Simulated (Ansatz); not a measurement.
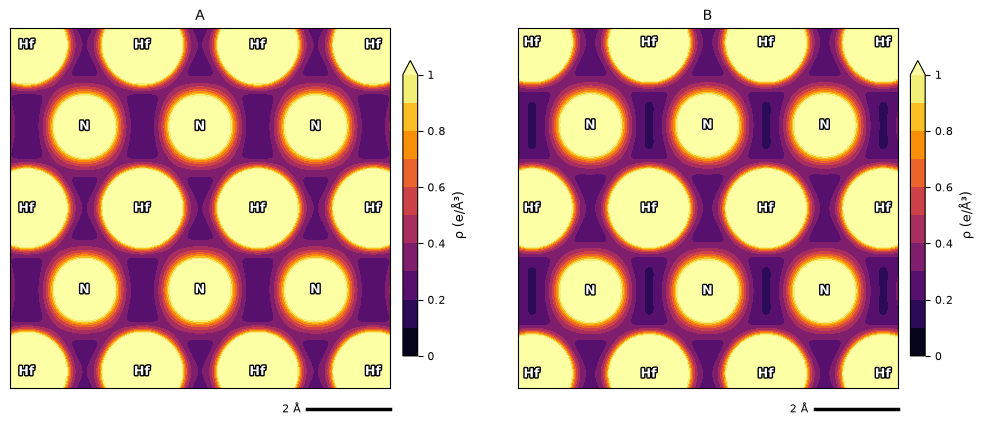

HfN. The valence electron density of two cells that differ in size, on the (110) plane of each (indices in the axes of the calculation cell), at one length scale and on one colour scale; one has 10.8 and the other 11.3 Å³ an atom.

The calculation used Kohn-Sham DFT of a periodic cell, PBE, Ansatz PAW in Ansatz.

In a PAW calculation such maps are meaningful between the atoms, not at the nuclei.

The larger cell:

```
CELL_PARAMETERS angstrom
2.82503 0.00000 0.00000
0.00000 2.82503 0.00000
0.00000 0.00000 2.82503
ATOMIC_POSITIONS crystal
Hf 0.50000 0.50000 0.50000
N 0.00000 0.00000 0.00000
```

The smaller cell: a = 2.787 Å, b = 2.787 Å, c = 2.787 Å, α = 90.00°, β = 90.00°, γ = 90.00°.

Which is the denser cell? Describe the effect of the change.

Panel A is the smaller cell, by 4 % in volume. From the larger cell to the smaller, Hf–Hf goes from 2.83 to 2.79 Å; Hf–N goes from 2.45 to 2.41 Å, and the density at its midpoint from 0.35 to 0.38 e/Å³; the pressure goes from 0.1 to 11 GPa.
